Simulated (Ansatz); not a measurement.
Start from this file.

```xyz
2
Lattice="2.7946 0.0000 0.0000 0.0000 2.7946 0.0000 0.0000 0.0000 4.0411" Properties=species:S:1:pos:R:3 pbc="T T T"
Ti    1.3973    1.3973    2.0206
Al    0.0000    0.0000    0.0000
```

### What does this file describe?

The formula is TiAl. It belongs to space group P4/mmm (No. 123) and has a primitive tetragonal lattice. Prototype: CuAu (L1₀) type. Content of the cell: 1 Ti, 1 Al (Z = 1). The coordination shell of Ti holds eight Al and four Ti in a cuboctahedral arrangement (2.83 Å to Al, 2.79 Å to Ti). Each Al is bonded to eight Ti and four Al in a cuboctahedral arrangement (2.83 Å to Ti, 2.79 Å to Al). The bonds build a three-dimensional framework.

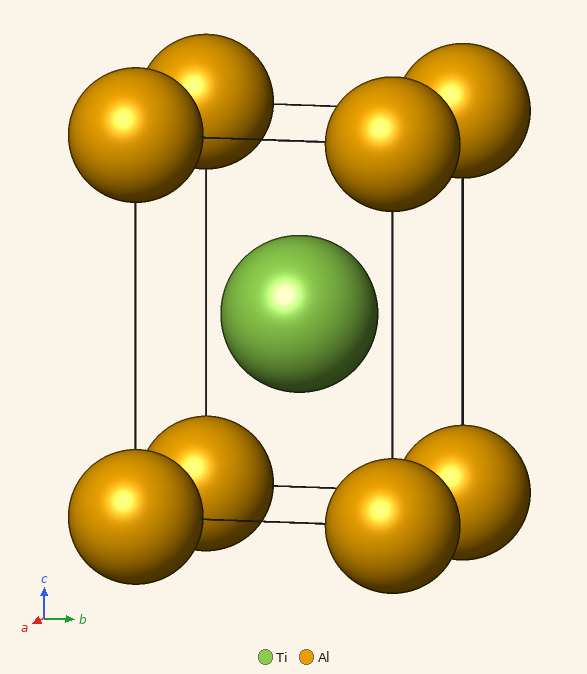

An orthographic spheres-only view of the structure, slightly off an axis. One conventional unit cell is framed, with atoms on its boundary repeated. Colours: titanium green, aluminium orange.

Starting structure: a structure listed in the Materials Project, with elements exchanged, so it need not be a known form of the compound. The geometry was optimised with DFT PBEsol, scalar-relativistic, plane waves, PAW (Ansatz).
